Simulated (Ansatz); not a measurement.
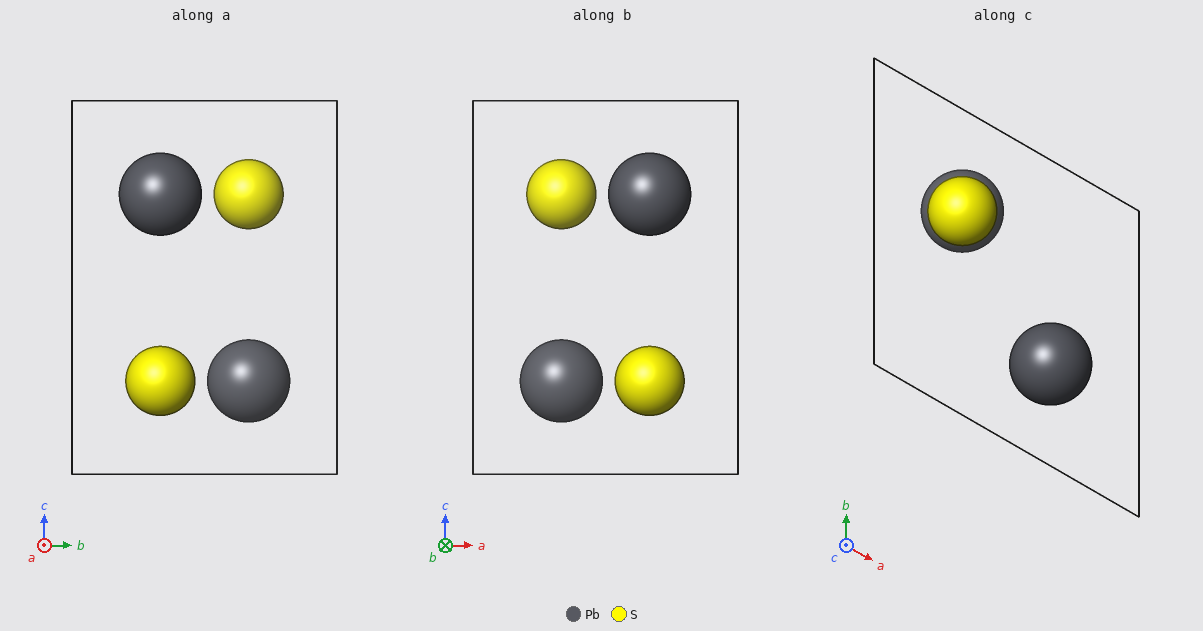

Spheres-only drawing of the structure, looking along the a axis, along the b axis and along the c axis. The frame is the conventional unit cell; atoms at its boundary are shown with their periodic copies.

Lattice parameters: a = 4.9126 Å, b = 4.9126 Å, c = 5.9971 Å, α = 90.000°, β = 90.000°, γ = 120.000°.

Give the structure in the form of a CIF with its space group and independent sites.

Answer.
```cif
data_structure
_symmetry_space_group_name_H-M 'P 63/m m c'
_symmetry_Int_Tables_number 194
_cell_length_a 4.9126
_cell_length_b 4.9126
_cell_length_c 5.9971
_cell_angle_alpha 90.000
_cell_angle_beta 90.000
_cell_angle_gamma 120.000
_cell_volume 125.34
loop_
_atom_site_label
_atom_site_type_symbol
_atom_site_symmetry_multiplicity
_atom_site_Wyckoff_symbol
_atom_site_fract_x
_atom_site_fract_y
_atom_site_fract_z
_atom_site_occupancy
Pb1 Pb 2 c 0.3333 0.6667 0.2500 1
S1 S 2 d 0.6667 0.3333 0.2500 1
```

The starting point was a structure type filled with these elements by a generator (whether the compound takes this form wasn't checked). The cell was then strained or its atoms displaced on purpose. Ansatz was used for an electronic-structure calculation on it.
